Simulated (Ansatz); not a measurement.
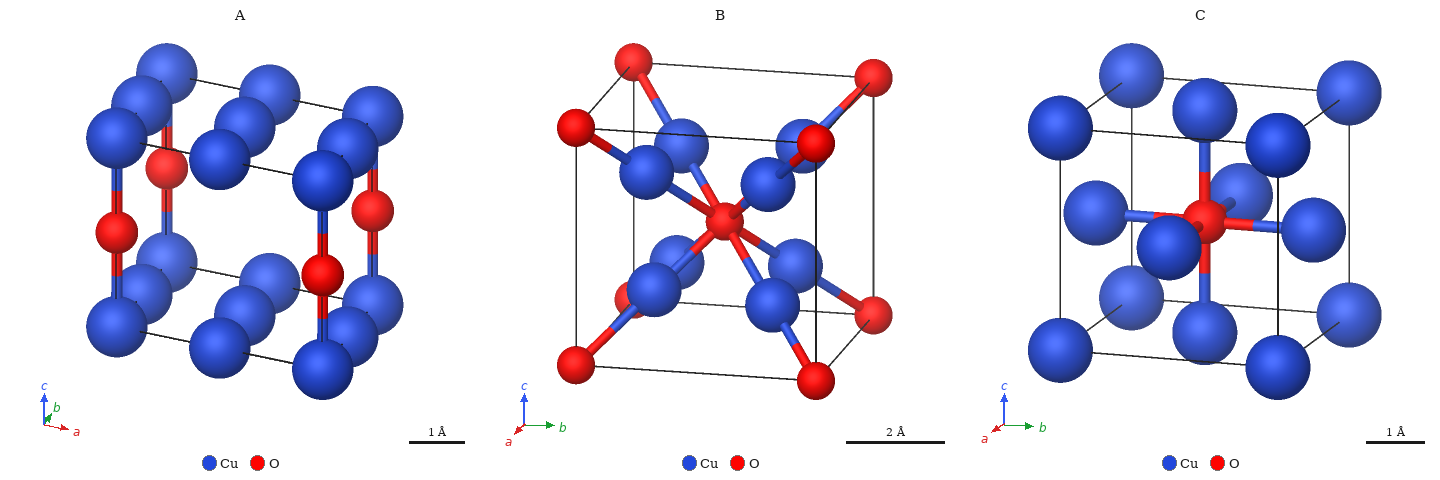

Three structures of Cu₄O, each relaxed to rest (conventional cells in solid outline, small ones repeated, each panel with its own scale). Method: DFT PBE, scalar-relativistic, plane waves, PAW in Ansatz, without spin polarisation.

**Name the structure in each panel.**

A: 5 atoms a cell on a primitive hexagonal lattice, P6/mmm; B: 10 atoms a cell on a body-centred cubic lattice, I-43m; C: 5 atoms a cell on a primitive cubic lattice, Pm-3m.

**Which of these is lowest in energy, and how far above it do the others lie?**

C, then B (+183 meV/atom) and A (+312 meV/atom), energies at zero smearing.

**Collect the results in a table.**

| panel | structure | E − E(lowest) (meV/atom) | volume (Å³/atom) | gap (eV) |
| --- | --- | --- | --- | --- |
| C | Pm-3m | 0 | 12.4 | metal |
| B | I-43m | 183 | 13.0 | metal |
| A | P6/mmm | 312 | 15.3 | metal |

Some of these may be structure types tried for this composition rather than known phases, and the most stable form need not be among them. Gaps are taken on the k-mesh or band path of each run.
